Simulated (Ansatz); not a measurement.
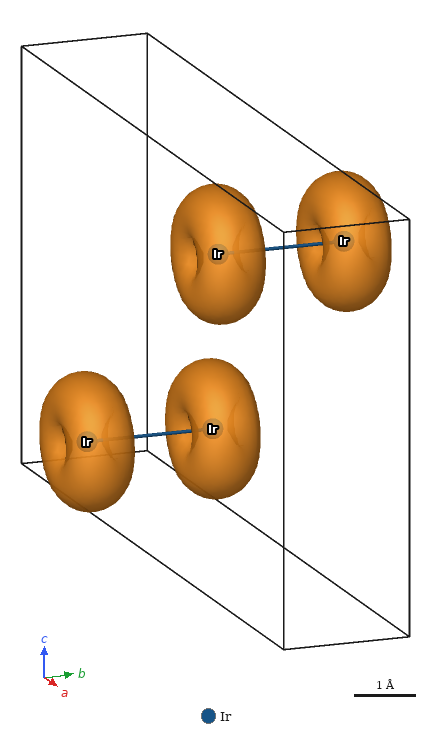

*Ir. Isosurfaces of the spin density at +0.04 (orange) and −0.04 e/Å³ (purple), seen slightly off an axis. Sticks mark near contacts.*

Space group Pmma; a structure from a database of computed crystals, not necessarily the ambient phase; spin-polarised.

Method: DFT PBEsol, scalar-relativistic, plane waves, PAW (Ansatz 0.2.0).

In a PAW calculation such maps are meaningful between the atoms, not at the nuclei.

```
Ir
1.0
    12.23846    0.00000    0.00000
     0.00000    2.23343    0.00000
     0.00000    0.00000    7.19300
Ir
2
Direct
  0.25000 0.00000 0.16399
  0.75000 0.00000 0.83601
```

### Describe the spin distribution.

The spin density sits on Ir: +0.4 μB (×2) in one cell of 2 atoms: parallel moments (a ferromagnetic arrangement) in this solution. The cell of the calculation (2 atoms) carries 1.1 μB of net spin moment. Only one sign reaches the isovalue.
